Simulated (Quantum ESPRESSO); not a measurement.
# SiC (Moissanite 3C): how pressure shifts the optical phonon

Wanted: a fit of frequency against volume for SiC (Moissanite 3C), tested on a run that is left out of it.

Calculated with Quantum ESPRESSO 7.5; DFT LDA, scalar-relativistic, plane waves, PseudoDojo norm-conserving pseudopotentials.

### 1. The relaxed structure

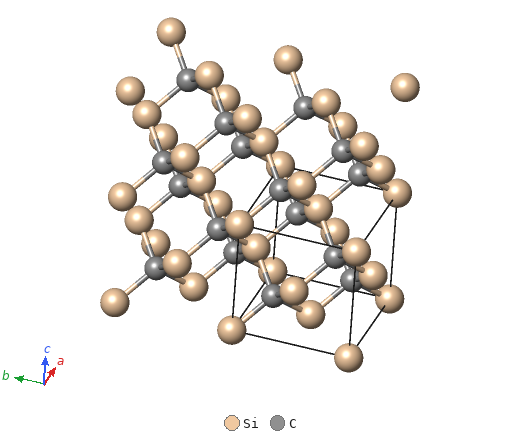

Start, viewed from a free direction; silicon light orange, carbon grey. 1×2×2 cells are drawn. This picture shows the conventional cell, with its axes. Bonds to atoms that aren't drawn are left out. Some periodic images of atoms are drawn too.

Coordinates:

```
Si C
1.0
    -2.16277    0.00000    2.16277
     0.00000    2.16277    2.16277
    -2.16277    2.16277    0.00000
Si C
1 1
Direct
  0.00000 0.00000 0.00000
  0.25000 0.25000 0.25000
```

This is the cell after its relaxation at this level of theory, not the database cell from which that began.

### 2. Runs at several volumes

The relaxed cell is scaled uniformly; in this structure symmetry fixes all atoms, so nothing has to be relaxed anew. Each volume gets a ground state and a response at Γ. The mode followed is the highest one without the macroscopic field, of symmetry T2; longitudinal polar modes lie higher. Cutoff 90 Ry, k mesh 12×12×12.

From the response at V/V₀ = 0.94:

The program printed:

```text
[banners, grids, parts of the stress and lines that vanish by symmetry left out]
Program PHONON v.7.5
     Reading xml data from directory:

[...]
Exchange-correlation= PW
                           (   1   4   0   0   0   0   0)
[...]
kinetic-energy cut-off    =      90.0000  Ry
     charge density cut-off    =     360.0000  Ry
     convergence threshold     =      1.0E-18
[...]
Exchange-correlation= PW
                           (   1   4   0   0   0   0   0)
[...]
q = (   0.0000000   0.0000000   0.0000000 )
     25 Sym.Ops. (with q -> -q+G )
     G cutoff =  292.3311  (  14841 G-vectors)     FFT grid: ( 36, 36, 36)
     number of k points=    72
[...]
Mode symmetry, T_d (-43m)  point group:
[...]
Dielectric constant
[...]
End of electric fields calculation
          Dielectric constant in cartesian axis
          (       6.742722029       0.000000000       0.000000000 )
          (      -0.000000000       6.742722029      -0.000000000 )
          (      -0.000000000      -0.000000000       6.742722029 )
          Effective charges (d Force / dE) in cartesian axis without acoustic sum rule applied (asr)
           atom    1  Si    Mean Z*:        2.76332
      Ex  (        2.76332       -0.00000       -0.00000 )
      Ey  (        0.00000        2.76332       -0.00000 )
      Ez  (       -0.00000       -0.00000        2.76332 )
           atom    2  C     Mean Z*:       -2.76496
      Ex  (       -2.76496       -0.00000       -0.00000 )
      Ey  (        0.00000       -2.76496        0.00000 )
      Ez  (       -0.00000       -0.00000       -2.76496 )
          Effective charges Sum: Mean:       -0.00164
[...]
Effective charges (d Force / dE) in cartesian axis with asr applied:
           atom    1  Si    Mean Z*:        2.76414
[...]
atom    2  C     Mean Z*:       -2.76414
[...]
Representation #   1 modes #   1   2   3
[...]
End of self-consistent calculation
     Convergence has been achieved
     Representation #   2 modes #   4   5   6
[...]
End of self-consistent calculation
     Convergence has been achieved
[...]
Dielectric constant in cartesian axis
          (       6.742722029       0.000000000       0.000000000 )
          (      -0.000000000       6.742722029      -0.000000000 )
          (      -0.000000000      -0.000000000       6.742722029 )
          Effective charges (d Force / dE) in cartesian axis without acoustic sum rule applied (asr)
           atom    1  Si    Mean Z*:        2.76332
      Ex  (        2.76332       -0.00000       -0.00000 )
      Ey  (        0.00000        2.76332       -0.00000 )
      Ez  (       -0.00000       -0.00000        2.76332 )
           atom    2  C     Mean Z*:       -2.76496
      Ex  (       -2.76496       -0.00000       -0.00000 )
      Ey  (        0.00000       -2.76496        0.00000 )
      Ez  (       -0.00000       -0.00000       -2.76496 )
          Effective charges Sum: Mean:       -0.00164
[...]
Effective charges (d Force / dE) in cartesian axis with asr applied:
           atom    1  Si    Mean Z*:        2.76414
[...]
atom    2  C     Mean Z*:       -2.76414
[...]
q = (    0.000000000   0.000000000   0.000000000 )
[...]
freq (    1) =      -0.039840 [THz] =      -1.328913 [cm-1]
     freq (    2) =      -0.039840 [THz] =      -1.328913 [cm-1]
     freq (    3) =      -0.039840 [THz] =      -1.328913 [cm-1]
     freq (    4) =      25.647881 [THz] =     855.521216 [cm-1]
     freq (    5) =      25.647881 [THz] =     855.521216 [cm-1]
     freq (    6) =      25.647881 [THz] =     855.521216 [cm-1]
[...]
Mode symmetry, T_d (-43m)  point group:
     freq (   1-   3) =         -1.3  [cm-1]   --> T_2  G_15 P_4   I+R
     freq (   4-   6) =        855.5  [cm-1]   --> T_2  G_15 P_4   I+R

   JOB DONE.
```

One volume, V/V₀ = 1, is held back as a test.

```csv
V/V₀,volume (Å³/atom),pressure (GPa),ω (cm⁻¹)
0.94,9.509,15.90,855.52
0.97,9.813,7.38,825.92
1,10.116,0.01,held back
1.03,10.420,-6.37,771.91
1.06,10.723,-11.88,747.25
```

### 3. The fit

The mode Grüneisen parameter is γ = −d ln ω / d ln V.

```csv
ln(V/V₀),ln ω
-0.0619,6.7517
-0.0305,6.7165
0.0296,6.6489
0.0583,6.6164
```

A straight line through these points has the slope -1.126, so γ = 1.13; at V/V₀ = 1 it predicts ω = exp(6.6821 + 0.0000) = 797.99 cm⁻¹.

A parabola of pressure against ln V through V/V₀ = 0.97, 1 and 1.03 gives the bulk modulus B = −dP/d ln V = 229 GPa at V₀. With ω₀ from the fitted line the pressure coefficient follows as dω/dP = γ ω₀ / B = 1.13 × 798.0 / 229 = 3.93 cm⁻¹/GPa.

### 4. The run that was held back

The program printed:

```text
[banners, grids, parts of the stress and lines that vanish by symmetry left out]
[banner, memory and clock lines left out]
Program PHONON v.7.5

[...]
Exchange-correlation= PW
                           (   1   4   0   0   0   0   0)
[...]
kinetic-energy cut-off    =      90.0000  Ry
     charge density cut-off    =     360.0000  Ry
     convergence threshold     =      1.0E-18
[...]
Exchange-correlation= PW
                           (   1   4   0   0   0   0   0)
[...]
q = (   0.0000000   0.0000000   0.0000000 )
     25 Sym.Ops. (with q -> -q+G )
     G cutoff =  304.6420  (  15665 G-vectors)     FFT grid: ( 36, 36, 36)
     number of k points=    72
[...]
Mode symmetry, T_d (-43m)  point group:
[...]
Dielectric constant
[...]
End of electric fields calculation
          Dielectric constant in cartesian axis
          (       6.878850855      -0.000000000      -0.000000000 )
          (       0.000000000       6.878850855       0.000000000 )
          (      -0.000000000      -0.000000000       6.878850855 )
          Effective charges (d Force / dE) in cartesian axis without acoustic sum rule applied (asr)
           atom    1  Si    Mean Z*:        2.72195
      Ex  (        2.72195        0.00000        0.00000 )
      Ey  (        0.00000        2.72195       -0.00000 )
      Ez  (        0.00000       -0.00000        2.72195 )
           atom    2  C     Mean Z*:       -2.72347
      Ex  (       -2.72347        0.00000       -0.00000 )
      Ey  (        0.00000       -2.72347       -0.00000 )
      Ez  (       -0.00000       -0.00000       -2.72347 )
[...]
Representation #   1 modes #   1   2   3
[...]
End of self-consistent calculation
     Convergence has been achieved
     Representation #   2 modes #   4   5   6
[...]
End of self-consistent calculation
     Convergence has been achieved
[...]
Dielectric constant in cartesian axis
          (       6.878850855      -0.000000000      -0.000000000 )
          (       0.000000000       6.878850855       0.000000000 )
          (      -0.000000000      -0.000000000       6.878850855 )
          Effective charges (d Force / dE) in cartesian axis without acoustic sum rule applied (asr)
           atom    1  Si    Mean Z*:        2.72195
      Ex  (        2.72195        0.00000        0.00000 )
      Ey  (        0.00000        2.72195       -0.00000 )
      Ez  (        0.00000       -0.00000        2.72195 )
           atom    2  C     Mean Z*:       -2.72347
      Ex  (       -2.72347        0.00000       -0.00000 )
      Ey  (        0.00000       -2.72347       -0.00000 )
      Ez  (       -0.00000       -0.00000       -2.72347 )
          Effective charges Sum: Mean:       -0.00151
[...]
Effective charges (d Force / dE) in cartesian axis with asr applied:
           atom    1  Si    Mean Z*:        2.72271
[...]
atom    2  C     Mean Z*:       -2.72271
[...]
q = (    0.000000000   0.000000000   0.000000000 )
[...]
freq (    1) =      -0.028412 [THz] =      -0.947737 [cm-1]
     freq (    2) =      -0.028412 [THz] =      -0.947737 [cm-1]
     freq (    3) =      -0.028412 [THz] =      -0.947737 [cm-1]
     freq (    4) =      23.926420 [THz] =     798.099477 [cm-1]
     freq (    5) =      23.926420 [THz] =     798.099477 [cm-1]
     freq (    6) =      23.926420 [THz] =     798.099477 [cm-1]
[...]
Mode symmetry, T_d (-43m)  point group:
     freq (   1-   3) =         -0.9  [cm-1]   --> T_2  G_15 P_4   I+R
     freq (   4-   6) =        798.1  [cm-1]   --> T_2  G_15 P_4   I+R
```

It gives 798.10 cm⁻¹ against the predicted 797.99 cm⁻¹, a miss of 0.1 cm⁻¹.

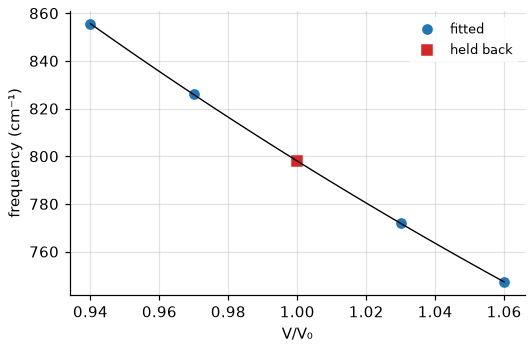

Frequency against volume, with the power-law fit.

### 5. Outcome

```json
{"mode Grüneisen parameter": "1.126", "bulk modulus": "229 GPa", "pressure coefficient": "3.93 cm⁻¹/GPa"}
```

What this shows: The highest optical mode of SiC (Moissanite 3C) without the LO-TO term stiffens by 3.93 cm⁻¹ a GPa near the relaxed volume, with γ = 1.13. The power law meets all 5 runs within 0.02 %. Such a coefficient turns a measured shift of this mode into a hydrostatic stress; uniaxial or biaxial stress splits the mode and needs deformation potentials. These are harmonic values at zero temperature for the structure held cubic, which a run at Γ can't show to be stable; the bulk modulus rests on three points.

[Host names and launcher messages were left out of these logs when they were recorded.]

[Logs are printed without paths, hosts, clocks, repeated set-up lines and the standing remarks that a program may print on its own settings, such as how far it seeks lower states.]

[Hosts, paths, dates, database ids (printed as entryN), source tags and the programs' standing remarks are cut or masked in the printed files.]
